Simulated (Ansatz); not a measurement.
Run report: Ni, geometry relaxation (part 1 of 2)

- system: Ni (Im-3m, 1 atom in the cell)
- method: DFT, PBE, PAW with Ansatz's default frozen-core files, scalar-relativistic, spin-polarised (Ansatz 0.2.0)

The structure was built on a prototype by a generator; it need not be a known phase. Its volume is 0.49 times that of the source entry. It belongs to a series of runs on one base structure; here: bcc relaxed under pressure, PAW files.

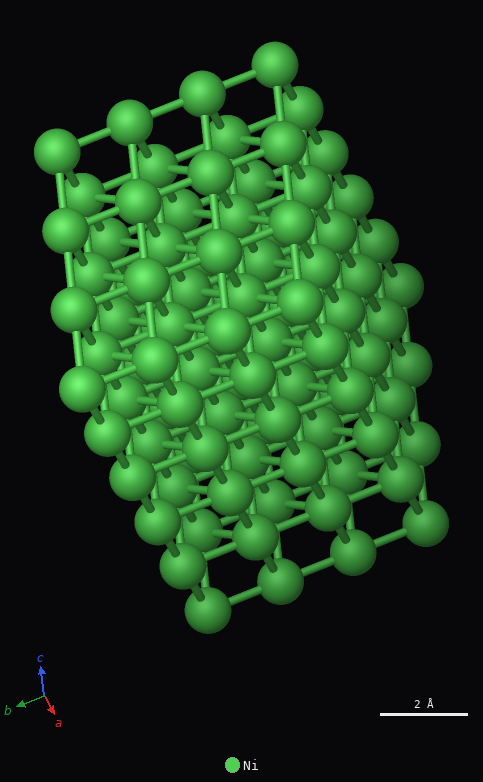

The structure as given in the input (ball-and-stick view of the cell of the calculation, repeated 5 × 3 × 3, seen at an oblique angle). Near neighbours in the crystal (not all of them lie inside the picture): Ni has 8 Ni at 1.91 Å.

The input:
```yaml
crystal:
  lattice:
    - [-1.1036132288, 1.1036132288, 1.1036132288]
    - [1.1036132288, -1.1036132288, 1.1036132288]
    - [1.1036132288, 1.1036132288, -1.1036132288]
  atoms:
    - { symbol: Ni, position: [0.0, 0.0, 0.0], spin: 1.0 }
magnetization:
  spin_polarized: true
kpoints:
  mp_grid: { grid: [24, 24, 24] }
scf:
  occupations: { method: fermi_dirac, width: 0.08 }
hamiltonian:
  xc: pbe
  pseudopotentials: { kind: paw }
output:
  forces: true
  stress: true
  eigenvalues: true
  write_density: true
  write_potential: true
  elf: true
  volumetric_format: npy
relax:
  f_tol: 0.005
  max_steps: 40
  cell: { p_target: 740.0, stress_tol: 0.37 }
```

Run on 2 threads of Arm Neoverse V1, 24 GiB of memory available, shared host.

Launched with:
```bash
ansatz run input.yaml --threads 2 --pin off --max-ram 7168MiB --backend cpu --events-out ev --progress --plain --runs-dir out
```

Log:
```
Engine: ansatz 0.2.0, aarch64-unknown-linux-gnu
Pseudopotentials: kind: paw
Pseudopotential: Ni, paw, valence charge 18, recommended cutoff 420 eV (normal), Ni.paw.azcp
Functional definition: PBE
  parameter kappa = 0.804
  parameter beta = 0.06672455060314922
  exchange = pbe_x(kappa = kappa, mu = beta*pi^2/3)
  correlation = pbe_c(beta = beta)
Crystal: 1 atoms, lattice volume = 5.377 Å³
Basis set: ecut = 420 eV, 87 PW (Γ), exchange–correlation on 30×30×30 points (8 copies of the dense FFT grid, shifted against one another)
Bands: 14, of which v1, the nominal top of the filled ones, is band 9 counted from 1 (8 counted from 0)
Symmetry: 48 space group operations
Space group: Im-3m (ITA 229), of the structure as read, at distance tolerance 1.8e-5 Å
Magnetic group: BNS 229.140 (UNI 1642), of the structure as read, at distance tolerance 1.8e-5 Å
k-points: 413 of 13824
Non-local potential: Ni, projectors of the file, l = 0: 3, l = 1: 2, l = 2: 3, l = 3: 1
PAW form: soft (Blöchl's): semilocal exchange-correlation on the pseudo side does not see the compensation charge
PAW one-centre angular grid: Ni, 590 points (default); XC on 64 Gauss nodes
Initial density: superposition of atomic densities (chi_scale 0.1, normalization cell)
Starting moments: Σ|m| = 1 μB on 1 of 1 site
Initial wavefunctions: pseudopotential atomic-orbital guess
Functional: x = pbe(κ = 0.804, μ = 0.2195149727645171), c = pbe(β = 0.06672455060314922)
iter 1 solved again at ethr=1.10e-3 eV; its pass at ethr=3.10e-3 eV (dr2=1.98e-1 eV) is discarded
SCF iter   1: F=—  HF=-5822.384080 eV  |F-HF|=—  |Δ(HF+E_count)|=         —  Δρ=9.93e-2 (↑9.93e-2 ↓5.70e-2)  dr2=1.99e-1  dr2_m=2.27e-1  M=0.592 μB ∫|m|=0.592 μB  β_m=0.30  ethr=1.10e-3  ⟨swp⟩=1.0  Hψ=71306  notcnv=0
Mixer restart at iter 1: flushing history
preconditioner: auto → none  [metal: Δε(μ)=0.011 eV  Ē_g=27.964 eV  σ=0.080 eV  W_gap=0.03  n_scr=0 (ndim 8)  ℏωp=50.6 eV  f_vac=0.000  D(μ)=1.31/eV (n_scr^D=18)]
SCF iter   2: F=—  HF=-5819.787103 eV  |F-HF|=—  |Δ(HF+E_count)|=         —  Δρ=2.17e-1 (↑1.37e-1 ↓2.17e-1)  dr2=1.57e-1  dr2_m=1.49e0  M=0.059 μB ∫|m|=0.059 μB  β_m=1.00  ethr=1.10e-3  ⟨swp⟩=2.0  Hψ=15481  notcnv=0
Mixer restart at iter 2: flushing history
SCF iter   3: F=—  HF=-5831.972204 eV  |F-HF|=—  |Δ(HF+E_count)|=    1.22e1  Δρ=1.31e-1 (↑1.31e-1 ↓1.10e-1)  dr2=1.29e0  dr2_m=6.26e-3  M=0.009 μB ∫|m|=0.010 μB  β_m=0.30  ethr=2.78e-4  ⟨swp⟩=4.1  Hψ=35413  notcnv=0  defer=75
SCF iter   4: F=—  HF=-5832.162709 eV  |F-HF|=—  |Δ(HF+E_count)|=   1.91e-1  Δρ=2.13e-2 (↑1.15e-2 ↓2.13e-2)  dr2=1.98e-2  dr2_m=3.49e-3  M=0.007 μB ∫|m|=0.007 μB  β_m=0.30  ethr=2.78e-4  ⟨swp⟩=3.2  Hψ=32390  notcnv=0  defer=403
SCF iter   5: F=—  HF=-5832.495898 eV  |F-HF|=—  |Δ(HF+E_count)|=   3.33e-1  Δρ=1.65e-2 (↑8.84e-3 ↓1.65e-2)  dr2=1.21e-2  dr2_m=2.00e-3  M=0.006 μB ∫|m|=0.006 μB  β_m=0.65  ethr=1.10e-4  ⟨swp⟩=1.0  Hψ=12962  notcnv=0  defer=399
SCF iter   6: F=—  HF=-5832.992333 eV  |F-HF|=—  |Δ(HF+E_count)|=   4.96e-1  Δρ=6.91e-4 (↑5.46e-4 ↓6.91e-4)  dr2=6.03e-6  dr2_m=5.20e-6  M=0.000 μB ∫|m|=0.001 μB  β_m=0.79  ethr=6.72e-5  ⟨swp⟩=2.5  Hψ=18222  notcnv=0  defer=428
SCF iter   7: F=—  HF=-5832.998814 eV  |F-HF|=—  |Δ(HF+E_count)|=   6.48e-3  Δρ=4.79e-4 (↑3.05e-4 ↓4.79e-4)  dr2=1.28e-5  dr2_m=4.50e-7  M=0.000 μB ∫|m|=0.000 μB  β_m=0.90  ethr=3.35e-8  ⟨swp⟩=2.4  Hψ=20652  notcnv=0  defer=428
SCF iter   8: F=—  HF=-5832.999657 eV  |F-HF|=—  |Δ(HF+E_count)|=   8.43e-4  Δρ=3.04e-5 (↑1.81e-5 ↓3.04e-5)  dr2=7.10e-9  dr2_m=2.36e-8  M=-0.000 μB ∫|m|=0.000 μB  β_m=0.95  ethr=3.35e-8  ⟨swp⟩=2.3  Hψ=16402  notcnv=0  defer=428
SCF iter   9: F=—  HF=-5832.999657 eV  |F-HF|=—  |Δ(HF+E_count)|=   3.97e-8  Δρ=1.55e-5 (↑1.55e-5 ↓1.27e-5)  dr2=2.01e-8  dr2_m=1.60e-10  M=-0.000 μB ∫|m|=0.000 μB  β_m=0.97  ethr=3.95e-11  ⟨swp⟩=2.2  Hψ=19649  notcnv=0  defer=428
SCF iter  10: F=—  HF=-5832.999657 eV  |F-HF|=—  |Δ(HF+E_count)|=   9.75e-8  Δρ=9.52e-7 (↑9.52e-7 ↓7.10e-7)  dr2=5.46e-11  dr2_m=2.31e-12  M=-0.000 μB ∫|m|=0.000 μB  β_m=0.99  ethr=3.95e-11  ⟨swp⟩=2.3  Hψ=16353  notcnv=0  defer=428
SCF iter  11: F=-5832.999657 eV  HF=-5832.999657 eV  |F-HF|=0.00e0  |Δ(HF+E_count)|=   2.34e-9  Δρ=1.47e-7 (↑1.47e-7 ↓1.15e-7)  dr2=1.71e-12  dr2_m=1.69e-14  M=-0.000 μB ∫|m|=0.000 μB  ethr=1.00e-12  ⟨swp⟩=7.0  Hψ=60303  notcnv=0
WARN: the starting moments were not kept: the SCF closed with an absolute magnetisation of 1.0e-7 μB, where they sum to 1 μB in size (1 site). That is at most 0.1 of that sum. Measured as dr2_m measures the in/out step, that magnetisation stands 3.6e-14 eV from none, at or under the dr2_threshold of 1.0e-7 eV: it is no larger than a step whose dr2_m would equal this threshold. The system may hold no moment; this SCF shows only that its start led to no more than that. To try another start: raise the starting moments (crystal.atoms[].spin, magnetization.per_species, magnetization.initial_magnetization, or on a non-collinear deck that types none of these the spinor_matrix: blocks that start its atoms; where the total moment is fixed, keep their sum and leave initial_magnetization as it is; typed ones take the place of any that the run laid by itself, positive ones on a crystal's lanthanoids without a Hubbard term where scf.initial_density.shell_occupations: [] is typed) or, if the notice of its spin-set hold's release reads "site moments contracting" or "site moments show no strong build", lengthen the hold (scf.mixing.spin_hold: { on: { confirm: 4 } }; for m-r²SCAN on two components see the key's manual first). Each may lead to a state that holds a moment. A second SCF, from the converged charge density, with the starting moments and any scf.initial_density.shell_occupations laid on it anew, would have followed, and was not run: the deck does not ask for one (magnetization.retry_lost_moments is false, the default). To let it run, set magnetization.retry_lost_moments: true and run the deck again, where that key's refused combinations let it; where memory then withholds it, that run's warning says so.
SCF 1 converged in 11 iterations: F = -5832.999657 eV  dr2 = 1.71e-12
  greatest PAW one-centre occupation: 1.004 electrons in one spin orbital (limit 2), on the Ni atom at site 0 (counted from 0), in its partial waves of l = 1
relax step   1: F+E_penalty+E_count = -5832.99965737 eV  Δ(F+E_penalty+E_count) = +0.000e0 eV  max|allowed force component| = 0.000e0 eV/Å  Δτ_max = 0.0000 Å  P = +745.169 GPa  Ω = 5.377 Å³  (11 SCF iters, accepted)
Crystal: 1 atoms, lattice volume = 5.389 Å³
Initial density: handed on by an earlier stage of this run
Starting moments: Σ|m| = 1 μB on 1 of 1 site; this step starts from the density that it was given
Initial wavefunctions: those handed on with the density
iter 1 solved again at ethr=4.51e-8 eV; its pass at ethr=3.10e-3 eV (dr2=8.12e-6 eV) is discarded
SCF iter   1: F=—  HF=-5833.055754 eV  |F-HF|=—  |Δ(HF+E_count)|=         —  Δρ=5.63e-4 (↑3.73e-4 ↓5.63e-4)  dr2=1.11e-5  dr2_m=3.77e-6  M=-0.000 μB ∫|m|=0.000 μB  β_m=0.30  ethr=4.51e-8  ⟨swp⟩=2.2  Hψ=70812  notcnv=0
preconditioner: auto → none  [metal: Δε(μ)=0.003 eV  Ē_g=28.096 eV  σ=0.080 eV  W_gap=0.01  n_scr=0 (ndim 8)  ℏωp=50.6 eV  f_vac=0.000  D(μ)=0.78/eV (n_scr^D=12)]
SCF iter   2: F=—  HF=-5833.055753 eV  |F-HF|=—  |Δ(HF+E_count)|=   1.48e-6  Δρ=2.16e-4 (↑2.16e-4 ↓2.14e-4)  dr2=2.90e-7  dr2_m=1.93e-6  M=-0.000 μB ∫|m|=0.000 μB  β_m=0.35  ethr=4.51e-8  ⟨swp⟩=2.3  Hψ=17283  notcnv=0
SCF iter   3: F=—  HF=-5833.055755 eV  |F-HF|=—  |Δ(HF+E_count)|=   1.86e-6  Δρ=1.39e-4 (↑1.20e-4 ↓1.39e-4)  dr2=1.48e-7  dr2_m=6.79e-7  M=-0.000 μB ∫|m|=0.000 μB  β_m=0.56  ethr=5.56e-10  ⟨swp⟩=9.4  Hψ=84695  notcnv=0
iter 4 did not close the SCF: its close was put off for a magnetic moment that had not settled (scf_convergence_deferred on its scf_iter line)
SCF iter   4: F=-5833.055756 eV  HF=-5833.055756 eV  |F-HF|=2.22e-8  |Δ(HF+E_count)|=   1.18e-6  Δρ=2.28e-5 (↑2.04e-5 ↓2.28e-5)  dr2=4.94e-8  dr2_m=8.45e-10  M=-0.000 μB ∫|m|=0.000 μB  β_m=0.71  ethr=5.56e-10  ⟨swp⟩=9.4  Hψ=81542  notcnv=0
iter 5 did not close the SCF: its close was put off for a magnetic moment that had not settled (scf_convergence_deferred on its scf_iter line)
SCF iter   5: F=-5833.055756 eV  HF=-5833.055756 eV  |F-HF|=1.82e-11  |Δ(HF+E_count)|=   1.24e-8  Δρ=3.82e-6 (↑3.82e-6 ↓2.14e-6)  dr2=5.54e-11  dr2_m=4.25e-10  M=-0.000 μB ∫|m|=0.000 μB  β_m=0.86  ethr=2.74e-10  ⟨swp⟩=5.7  Hψ=59366  notcnv=0
iter 6 did not close the SCF: its close was put off for a magnetic moment that had not settled (scf_convergence_deferred on its scf_iter line)
SCF iter   6: F=-5833.055756 eV  HF=-5833.055756 eV  |F-HF|=2.00e-11  |Δ(HF+E_count)|=  8.46e-11  Δρ=2.24e-6 (↑2.24e-6 ↓1.45e-6)  dr2=1.62e-11  dr2_m=1.67e-10  M=-0.000 μB ∫|m|=0.000 μB  β_m=0.93  ethr=1.00e-12  ⟨swp⟩=4.4  Hψ=53168  notcnv=0
SCF iter   7: F=-5833.055756 eV  HF=-5833.055756 eV  |F-HF|=9.09e-13  |Δ(HF+E_count)|=  4.91e-11  Δρ=1.25e-7 (↑1.14e-7 ↓1.25e-7)  dr2=1.79e-14  dr2_m=6.81e-13  M=-0.000 μB ∫|m|=0.000 μB  ethr=1.00e-12  ⟨swp⟩=4.2  Hψ=49298  notcnv=0
the starting moments were not kept: the SCF closed with an absolute magnetisation of 4.8e-7 μB, where they sum to 1 μB in size (1 site). That is at most 0.1 of that sum. Measured as dr2_m measures the in/out step, that magnetisation stands 4.4e-13 eV from none, at or under the dr2_threshold of 1.0e-7 eV: it is no larger than a step whose dr2_m would equal this threshold.
SCF 2 converged in 7 iterations: F = -5833.055756 eV  dr2 = 1.79e-14
relax step   2: F+E_penalty+E_count = -5833.05575592 eV  Δ(F+E_penalty+E_count) = -5.610e-2 eV  max|allowed force component| = 0.000e0 eV/Å  Δτ_max = 0.0000 Å  P = +739.000 GPa  Ω = 5.389 Å³  energy of the carried Pulay correction = -8.138e-5 eV  (7 SCF iters, accepted)
Crystal: 1 atoms, lattice volume = 5.387 Å³
iter 1 solved again at ethr=1.17e-9 eV; its pass at ethr=3.10e-3 eV (dr2=2.11e-7 eV) is discarded
```
